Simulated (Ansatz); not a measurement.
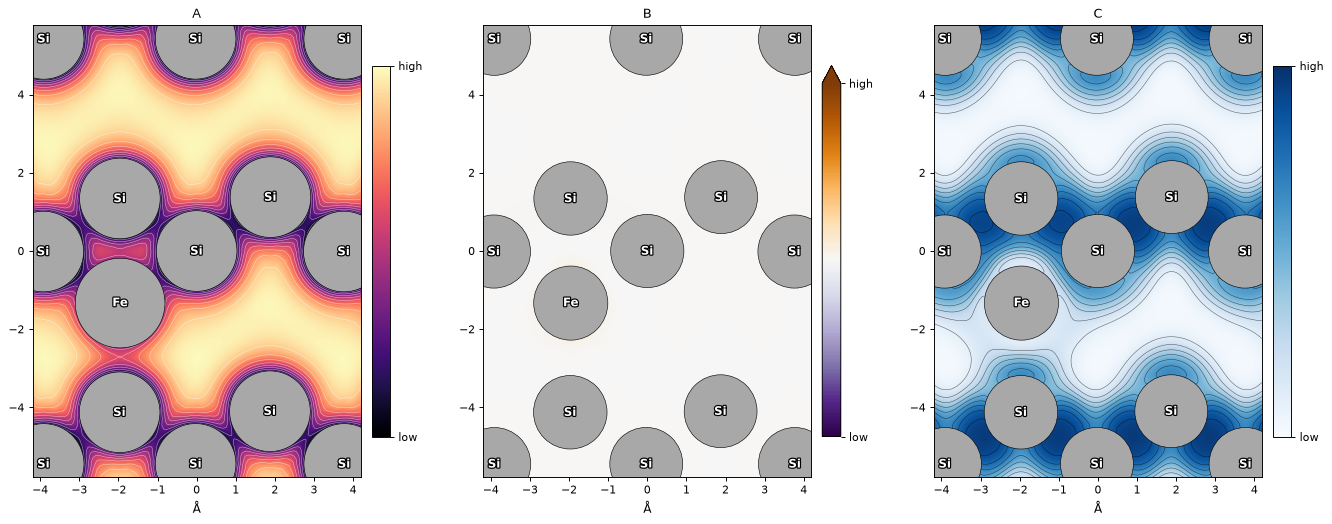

FeSi16 (cell charge +1, with a compensating background) (cell with a defect): 3 fields on the (101̄) plane of the calculation cell, with unlabelled colour scales. Grey discs cover the atomic cores.

Spin-polarised.

Method: Ansatz, DFT PBEsol, scalar-relativistic, plane waves, PAW.

The calculation's input:

```
crystal:
  lattice:
    - [0.0, 5.4338342048, -5.4338342048]
    - [5.4338342048, 5.4338342048, 0.0]
    - [5.4338342048, 0.0, -5.4338342048]
  atoms:
    - { symbol: Si, position: [0.125, 0.125, 0.125] }
    - { symbol: Si, position: [0.125, 0.625, 0.125] }
    - { symbol: Si, position: [0.625, 0.125, 0.125] }
    - { symbol: Si, position: [0.625, 0.625, 0.125] }
    - { symbol: Si, position: [0.125, 0.125, 0.625] }
    - { symbol: Si, position: [0.125, 0.625, 0.625] }
    - { symbol: Si, position: [0.625, 0.125, 0.625] }
    - { symbol: Si, position: [0.625, 0.625, 0.625] }
    - { symbol: Si, position: [0.25, 0.75, 0.25] }
    - { symbol: Si, position: [0.25, 0.25, 0.25] }
    - { symbol: Si, position: [0.75, 0.75, 0.25] }
    - { symbol: Si, position: [0.75, 0.25, 0.25] }
    - { symbol: Si, position: [0.25, 0.75, 0.75] }
    - { symbol: Si, position: [0.25, 0.25, 0.75] }
    - { symbol: Si, position: [0.75, 0.75, 0.75] }
    - { symbol: Si, position: [0.75, 0.25, 0.75] }
    - { symbol: Fe, position: [-0.016115937, 0.0092561418, 0.0156327398], spin: 4.0 }
total_charge: 1
basis:
  ecutwfc: 420
  xc_grid: 2
kpoints:
  mp_grid: { grid: [3, 3, 3], shift: [0.0, 0.0, 0.0] }
hamiltonian:
  xc: pbesol
scf:
  occupations: { method: gaussian, width: 0.02 }
output:
  forces: true
  stress: false
  eigenvalues: true
  populations: true
  write_density: true
  write_potential: true
  elf: true
  volumetric_format: npy
magnetization:
  spin_polarized: true
relax:
  adjacent_minimum: "off"
  f_tol: 0.02
  max_steps: 60
```

Launched as:

```sh
ansatz run input.yaml --threads 4 --pin off --max-ram 10240MiB --backend cpu --events-out ev --progress --plain --runs-dir out
```

The fields are those of the run's last geometry, not of the input's.

Match the panels to the quantities (electron localisation function, electrostatic potential energy of an electron and spin density).

Answer. Panel A: electrostatic potential energy of an electron (low next to the atoms, rising into the space between them). Panel B: spin density (confined to the magnetic sites and close to zero elsewhere). Panel C: electron localisation function. From the grid: Si–Si (2.34 Å): the ELF peaks at about 0.95 between the atoms. Fe–Si (2.37 Å): the ELF peaks at about 0.60 in the valence shell of Si, 0.9 Å from its nucleus, and is about 0.40 at the midpoint.
